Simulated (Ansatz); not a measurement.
**Si20C19 (cell charge −2, with a compensating background) (cell with a defect): density, localisation and related maps**

```cif
data_structure
_symmetry_space_group_name_H-M 'P 1'
_symmetry_Int_Tables_number 1
_cell_length_a 13.0757
_cell_length_b 13.0757
_cell_length_c 13.0757
_cell_angle_alpha 27.216
_cell_angle_beta 27.216
_cell_angle_gamma 27.216
_cell_volume 412.57
loop_
_atom_site_label
_atom_site_type_symbol
_atom_site_fract_x
_atom_site_fract_y
_atom_site_fract_z
_atom_site_occupancy
Si1 Si 0.08050 0.08722 0.08242 1
Si2 Si 0.34816 0.35238 0.34985 1
Si3 Si 0.53727 0.57252 0.53885 1
Si4 Si 0.81540 0.81677 0.81725 1
Si5 Si 0.94709 0.95346 0.94863 1
C1 C 0.12887 0.13758 0.13069 1
C2 C 0.39845 0.40136 0.40041 1
C3 C 0.60023 0.60004 0.60194 1
C4 C 0.86634 0.86565 0.86776 1
C5 C 0.99915 0.99983 0.00080 1
Si6 Si 0.58375 0.58395 0.08249 1
Si7 Si 0.84908 0.85143 0.34988 1
Si8 Si 0.06961 0.04029 0.53863 1
Si9 Si 0.31349 0.31868 0.81723 1
Si10 Si 0.45010 0.45041 0.94869 1
C6 C 0.63406 0.63235 0.13085 1
C7 C 0.89794 0.90184 0.40041 1
C8 C 0.09677 0.10353 0.60187 1
C9 C 0.36237 0.36947 0.86792 1
C10 C 0.49654 0.50242 0.00083 1
Si11 Si 0.58212 0.08547 0.58400 1
Si12 Si 0.84774 0.35106 0.84950 1
Si13 Si 0.04805 0.55140 0.04978 1
Si14 Si 0.31583 0.81961 0.31832 1
Si15 Si 0.44780 0.95116 0.44955 1
C11 C 0.63186 0.13509 0.63357 1
C12 C 0.89699 0.40049 0.89908 1
C13 C 0.09841 0.60177 0.10012 1
C14 C 0.49834 0.00161 0.50002 1
Si16 Si 0.08047 0.58384 0.58581 1
Si17 Si 0.34818 0.85142 0.85080 1
Si18 Si 0.53751 0.04069 0.07056 1
Si19 Si 0.81542 0.31874 0.31526 1
Si20 Si 0.94704 0.45030 0.45183 1
C15 C 0.12882 0.63211 0.63618 1
C16 C 0.39847 0.90186 0.89989 1
C17 C 0.60026 0.10363 0.09835 1
C18 C 0.86634 0.36935 0.36406 1
C19 C 0.99914 0.50237 0.49825 1
```

PAW files of the earlier set (soft_1).

All numbers below come from Ansatz 0.2.0, DFT LDA, scalar-relativistic, plane waves, PAW.

The density is the valence pseudo-density of a PAW calculation; it isn't the true density close to the nuclei.

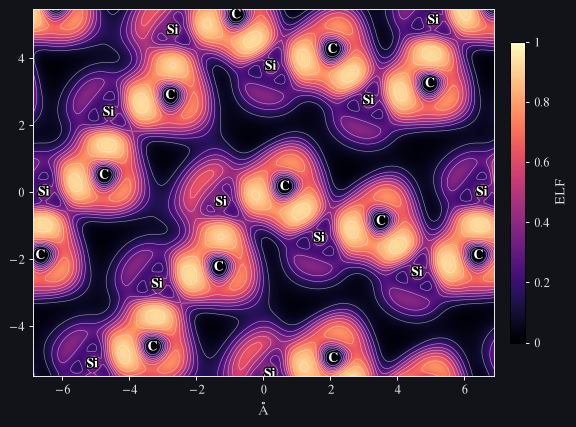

Figure 1. ELF on the (011̄) plane of the calculation cell.

Read the bonding off the picture.

- The plane passes through Si and C nuclei.
- Si–C (1.85 Å): the ELF peaks at about 0.95 between the atoms, as expected for a shared electron pair.
- Si–C (1.89 Å): the ELF peaks at about 0.95 between the atoms: a shared electron pair.
- Si–C (1.94 Å): the ELF peaks at about 0.90 between the atoms; a shared electron pair.

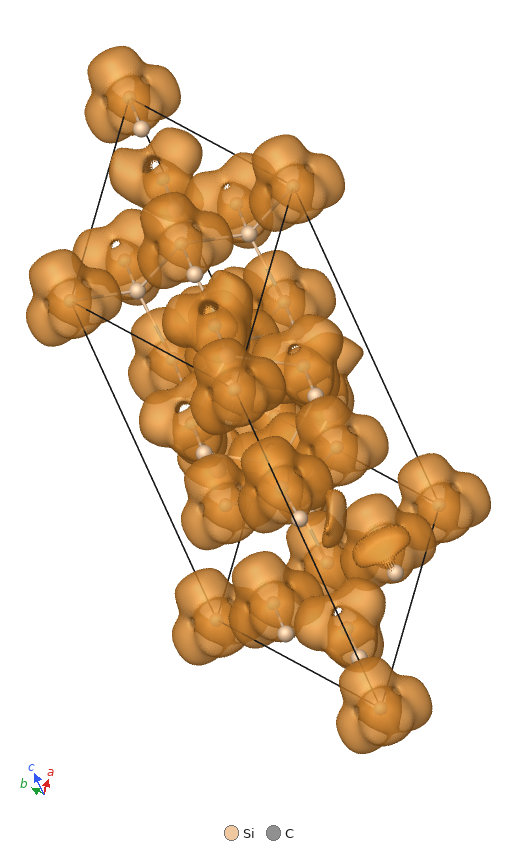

Figure 2. Isosurface of the electron localisation function at 0.7 (orange), seen slightly off an axis. Core shells and regions of very low density are left out. Sticks mark near contacts.

Describe the localisation domains.

At this value the surface marks out 19 regions on C in which the atom's valence shell and bonds are merged, one lobe on Si, pointing away from the bonds (lone pairs) and three regions wrapped around Si (the valence shell of each), counted in one cell of 39 atoms. Regions shared between cells count once.
